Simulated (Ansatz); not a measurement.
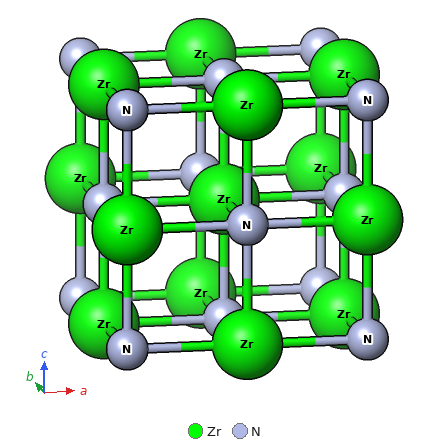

System: ZrN, space group Fm-3m (No. 225). The picture shows the conventional cell.

The given structure:
```yaml
crystal:
  lattice:
    - [0.00000, 2.30000, 2.30000]
    - [2.30000, 0.00000, 2.30000]
    - [2.30000, 2.30000, 0.00000]
  atoms:
    - { symbol: Zr, position: [0.50000, 0.50000, 0.50000] }
    - { symbol: N, position: [0.00000, 0.00000, 0.00000] }
```

How it was computed, with Ansatz 0.2.0: plane-wave DFT, collinear spins; energies at scaled volumes of the given cell, shape and fractions fixed, counted from the fit's minimum, third-order Birch-Murnaghan fit. Level: PBE with D3(BJ)+ATM, collinear spin.

- k mesh: 10×10×10
- occupations: Gaussian
- smearing width: 0.02 eV
- potentials: JTH PAW
- wave cutoff: 1320 eV
- density cutoff: 5280 eV

What does the calculation give for the energy against volume? The volume takes the values 11.44, 11.68, 11.92, 12.17, 12.41, 12.65, 12.90 Å³/atom.

A third-order Birch–Murnaghan fit gives V0 = 11.89 Å³/atom, B0 = 261 GPa and B′ = 4.3. The energy is 14.77 meV/atom at volume 11.44 Å³/atom and 60.56 meV/atom at 12.90 Å³/atom; the lowest computed point is at volume 11.92 Å³/atom (0.10 meV/atom).

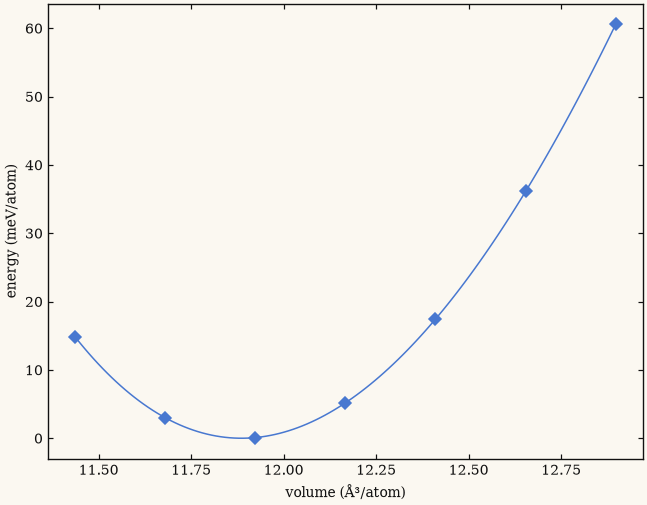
